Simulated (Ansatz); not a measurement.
```xyz
35
Lattice="3.7683 -6.5268 0.0000 -7.5365 0.0000 0.0000 0.0000 0.0000 -8.3432" Properties=species:S:1:pos:R:3 pbc="T T T"
B    -3.7665   -0.7424   -6.2536
B    -1.2703   -5.0661   -6.2524
B    -0.0078   -2.8791   -6.2588
B    -1.2421   -0.7425   -6.2595
B     1.2638   -5.0719   -6.2539
B    -5.0012   -2.8792   -6.2458
B    -6.2726   -0.7202   -6.2532
B    -3.7387   -5.0663   -6.2451
B    -1.2591   -3.6273   -2.0848
B    -2.5140   -1.4537   -2.0849
B    -0.0023   -5.8039   -2.0848
B     1.2542   -3.6274   -2.0847
B    -0.0027   -1.4529   -2.0853
B     2.5108   -5.8039   -2.0847
B    -3.7689   -3.6272   -2.0836
B    -5.0253   -1.4529   -2.0846
B    -2.5140   -5.8026   -2.0846
N    -2.5140   -2.9027   -2.0840
N    -3.7701   -0.7272   -2.0848
N    -1.2579   -5.0784   -2.0847
N    -0.0018   -2.9027   -2.0853
N    -1.2579   -0.7272   -2.0854
N     1.2543   -5.0783   -2.0849
N    -5.0262   -2.9027   -2.0840
N    -6.2823   -0.7272   -2.0850
N    -3.7701   -5.0784   -2.0839
N    -1.1619   -3.6705   -6.2575
N    -2.5042   -1.3477   -6.2600
N     0.0138   -5.7935   -6.2526
N     1.2637   -3.6281   -6.2544
N     0.0182   -1.4394   -6.2607
N     2.5139   -5.7935   -6.2543
N    -3.8474   -3.6709   -6.2331
N    -5.0271   -1.4394   -6.2499
N    -2.5044   -5.8087   -6.2491
```

Spin-polarised.

These are results of DFT PBE, scalar-relativistic, plane waves, PAW in Ansatz 0.2.0, not measurements.

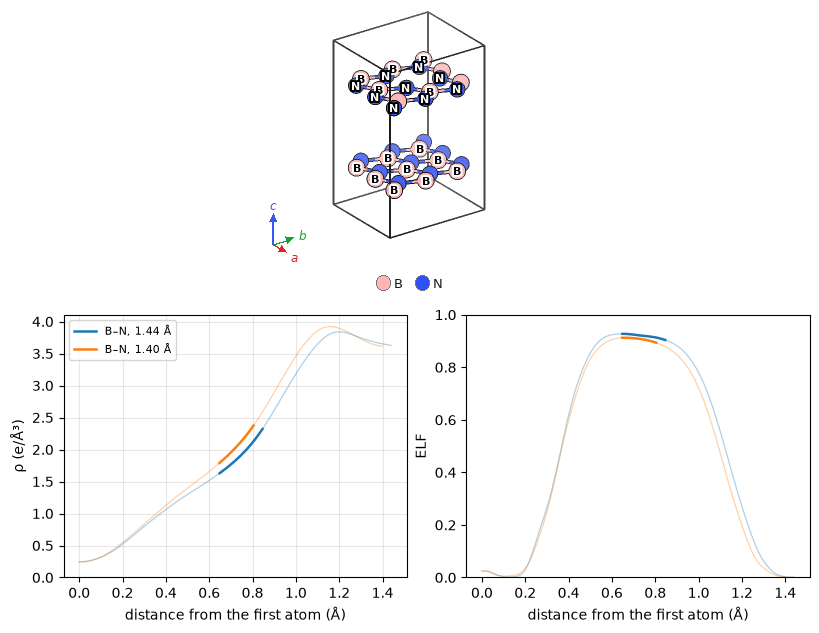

B₁₇N₁₈ (cell with a defect). Valence electron density and electron localisation function along straight lines between neighbouring atoms. Thin, pale parts lie inside the atomic spheres. The structure is drawn too.

Core electrons are frozen (PAW), and the valence fields are smoothed inside the atomic spheres.

**Compare the contacts.**

B–N (1.44 Å): ρ at the midpoint is about 1.8 e/Å³; the ELF peaks at about 0.95 between the atoms.
B–N (1.40 Å): ρ at the midpoint is about 2 e/Å³; the ELF peaks at about 0.90 between the atoms.
